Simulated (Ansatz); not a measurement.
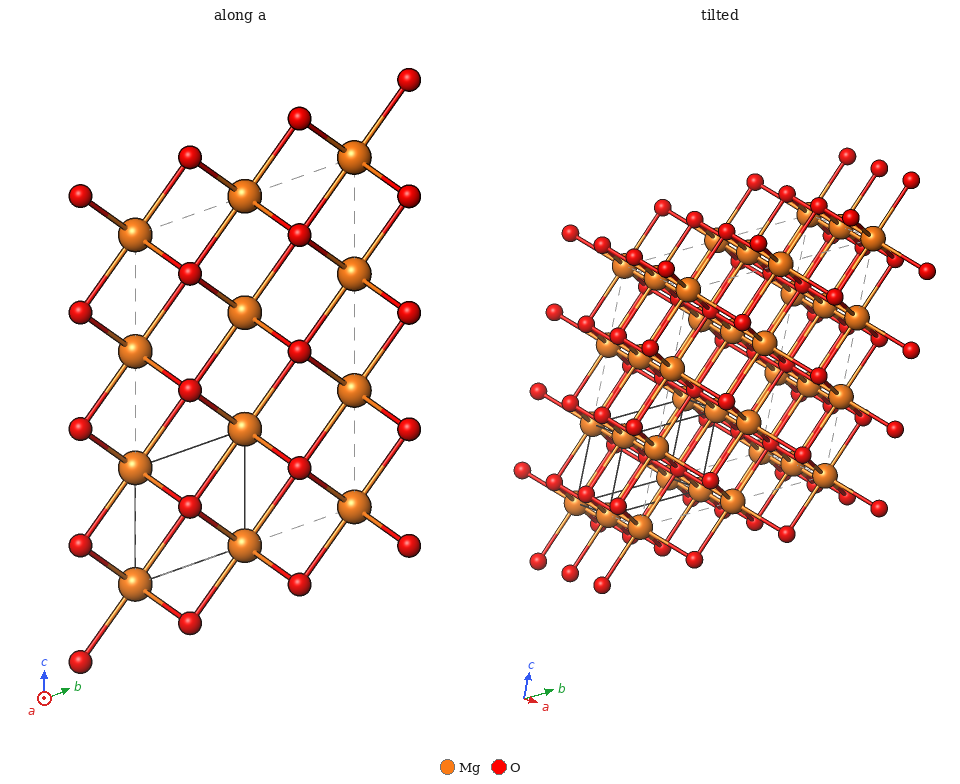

The figure gives a ball-and-stick picture of the atoms, viewed along the a axis and slightly off an axis. The structure is repeated 2×2×3 times; solid lines mark one simulation cell. A few atoms beyond the faces are included.

Input used:
```yaml
crystal:
  lattice:
    - [0.0039941181, 2.1021674168, 2.1021674168]
    - [2.1021674168, 0.0039941181, 2.1021674168]
    - [2.1061615349, 2.1061615349, 0.0]
  atoms:
    - { symbol: Mg, position: [0.0, 0.0, 0.0] }
    - { symbol: O, position: [0.5, 0.5, 0.5] }
kpoints:
  mp_grid: { grid: [10, 10, 10] }
  band_path:
    path:
      - [0.0, 0.0, 0.0]
      - [0.5, 0.0, 0.5]
      - [0.625, 0.25, 0.625]
      - [0.375, 0.375, 0.75]
      - [0.5, 0.5, 0.5]
      - [0.5, 0.25, 0.75]
    npoints: 1
hamiltonian:
  xc: r2scan
scf:
  occupations: { method: fixed }
  n_extra_bands: 4
output:
  forces: true
  stress: true
  eigenvalues: true
```
Run as:
```sh
ansatz run input.yaml --threads 4 --pin off --max-ram 3686MiB --backend cpu --events-out ev --progress --plain --runs-dir out
```

Setup: DFT, r2SCAN, plane waves, PAW (Ansatz); plane-wave cutoff 500 eV, k-point mesh 10×10×10, no spin polarisation.

What does the calculation say: metal or gapped?

Answer. An insulator at this level, with a gap of 5.67 eV, direct.

State the hydrostatic pressure.

Answer. The computed pressure is 0.0 GPa, close to zero. The stress isn't hydrostatic: its largest component is 0.6 GPa.

Origin of the cell: a structure type filled with these elements by a generator (whether the compound takes this form wasn't checked). The cell was then strained or its atoms displaced on purpose. A calculation with Ansatz used it as input.
